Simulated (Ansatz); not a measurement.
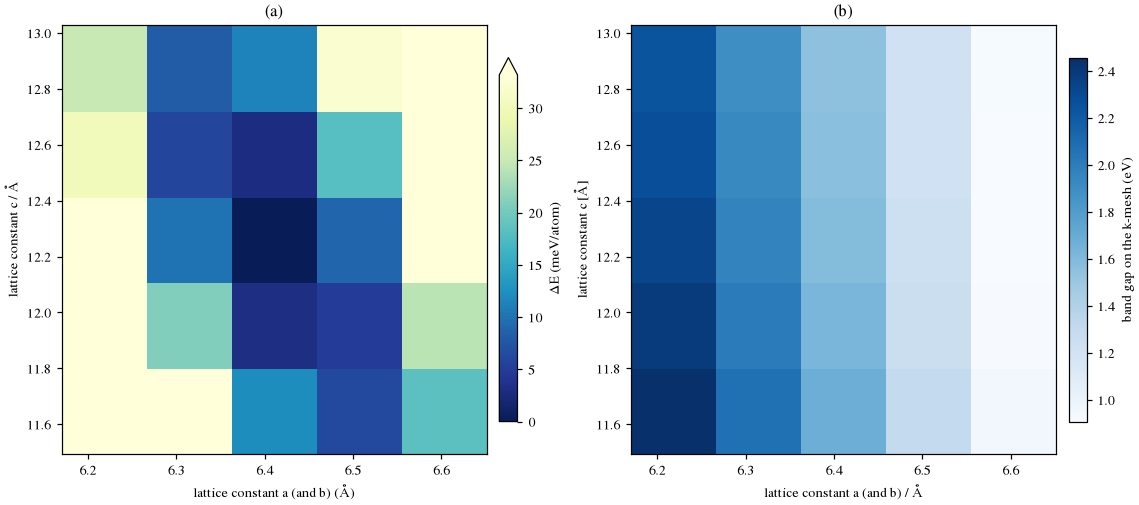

SnO₂ (R-3m, No. 166; 12 atoms in the cell). 
- The energy is mapped over the lattice constants a and c of the conventional cell.
- First axis: lattice constant a (and b). Second axis: lattice constant c.
- Nothing is relaxed (fractional coordinates fixed).
- The grid has 5 × 5 points.
- Points are written as (first, second).
- All energies are given in meV/atom relative to the lowest grid point.
- All numbers below come from DFT LDA, scalar-relativistic, plane waves, PAW (Ansatz). Settings: cutoff 520 eV, k-mesh 6×6×6, gaussian smearing 0.05 eV, no spin polarisation.

Panel (a) is the energy and panel (b) the computed band gap on the k-mesh on the same grid.

The picture shows one coloured cell a grid point, one colour for all values above the top of the scale.

How does the band gap on the k-mesh vary over the map, and what is it at the lowest grid point?

Answer. It runs from 0.91 eV at (6.603 Å, 12.261 Å) to 2.46 eV at (6.218 Å, 11.648 Å). At the lowest grid point, (6.411 Å, 12.261 Å), it is 1.59 eV.

PAW datasets: the set soft_1.
